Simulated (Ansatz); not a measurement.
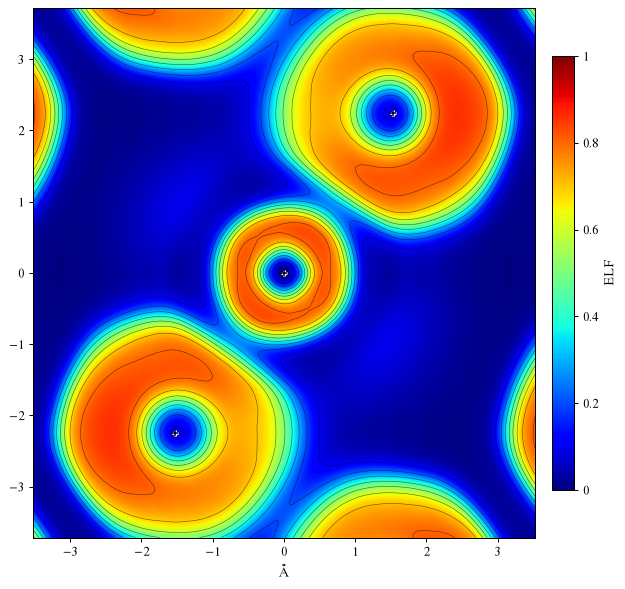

The ELF on a plane through atoms (crosses mark nuclei in the plane).

The calculation used DFT, r2SCAN, PAW with Ansatz's default frozen-core files, scalar-relativistic; relaxation of cell and atoms (Ansatz).

Candidates:
A. ZrSe₂, a = 3.89 Å, b = 3.89 Å, c = 6.35 Å, α = 90.00°, β = 90.00°, γ = 120.00°. Space group P-3m1; changed on purpose from its base cell (in-plane strain +0.02, out-of-plane length and atoms relaxed by PAW).
B. WS₂, a = 3.15 Å, b = 3.15 Å, c = 18.07 Å, α = 90.00°, β = 90.00°, γ = 120.00°. Space group R3m; computed pressure about 4 GPa in this cell.
C. MoS₂, a = 3.12 Å, b = 3.12 Å, c = 17.15 Å, α = 90.00°, β = 90.00°, γ = 120.00°. Space group R3m; computed pressure about 10 GPa in this cell; computed without spin polarisation.

### Which system is this?

Candidate A: ZrSe₂ on the (110) plane of the conventional cell, which holds Zr and Se. Zr–Se (2.71 Å): the ELF is about 0.45 at the midpoint.
